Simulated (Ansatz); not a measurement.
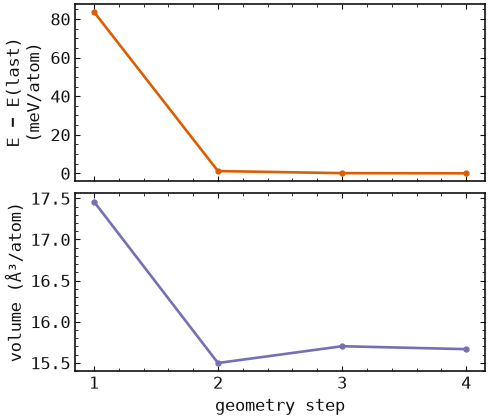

History of a geometry optimisation. Atoms and cell relax. A closing SCF on a freshly chosen basis isn't drawn.

Pd (P6/mmm, 3 atoms in the cell); DFT PBE, scalar-relativistic, plane waves, PAW (Ansatz 0.2.0); cutoff 420 eV, 6×6×6 k-mesh, Gaussian smearing of 0.1 eV.

Question: How did it end, and what did it gain?

Answer: The optimisation met its thresholds at geometry 4, counting the start as the first. The energy fell by about 84 meV/atom from the first step to the last. All forces vanish by symmetry, so only the cell moves.

Question: What happens to the cell?

Answer: The volume shrinks from 17.5 to 15.7 Å³ per atom (−10 %). The start was expanded.
